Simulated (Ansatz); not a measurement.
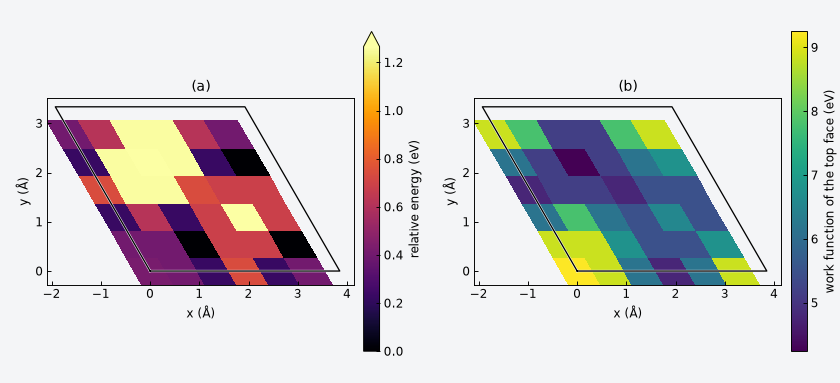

O on a Si(001) slab cut from the P6_3/mmc phase, its upper half relaxed before the scan (8 atoms of substrate and one adsorbate in a 1 × 1 cell). 
- O is moved over the surface cell; relaxed at each place: the height of the adsorbate's atoms; substrate rigid; the origin of the map has the adsorbate above Si8.
- Places are given modulo a cell vector. The map is drawn in real space over the plane of the surface.
- Grid: 6 × 6 points; 10 points were computed and 26 follow by symmetry.
- Energies are in eV, from the lowest grid point.
- At some places the adsorbate sinks to or below the level of the top layer. With one adsorbate in each 1 × 1 cell, its nearest image is 3.9 Å away, so neighbouring adsorbates interact.
- All numbers below come from DFT PBE, scalar-relativistic, plane waves, PAW in Ansatz 0.2.0. Settings: cutoff 420 eV, k-mesh 9×9×1, gaussian smearing 0.05 eV, spin-polarised.

Panel (a) is the energy and panel (b) the computed work function of the top face on the same grid.

Drawn: one coloured cell a grid point, the outline of one cell of the plane, one colour for all values above the top of the scale.

How does the work function of the top face vary over the map, and what is it at the lowest grid point?

Answer. It runs from 4.24 eV at a place at or below the level of the top layer, (2/6, 4/6) of the cell vectors to 9.25 eV at the top site over a surface Si atom, (0/6, 0/6) of the cell vectors. At the lowest grid point, (2/6, 1/6) of the cell vectors [nearest 1 Si at 1.59 Å], it is 6.80 eV.

```csv
"second ↓, first →",0/6,1/6,2/6,3/6,4/6,5/6
5/6,8.84,7.80,5.16,5.16,7.80,8.84
4/6,6.16,5.16,4.24,5.16,6.16,6.80
3/6,4.77,5.16,5.16,4.77,5.48,5.48
2/6,6.16,7.80,6.16,5.48,6.57,5.48
1/6,8.84,8.84,6.80,5.48,5.48,6.80
0/6,9.25,8.84,6.16,4.77,6.16,8.84
```

PAW datasets: the set soft_1.
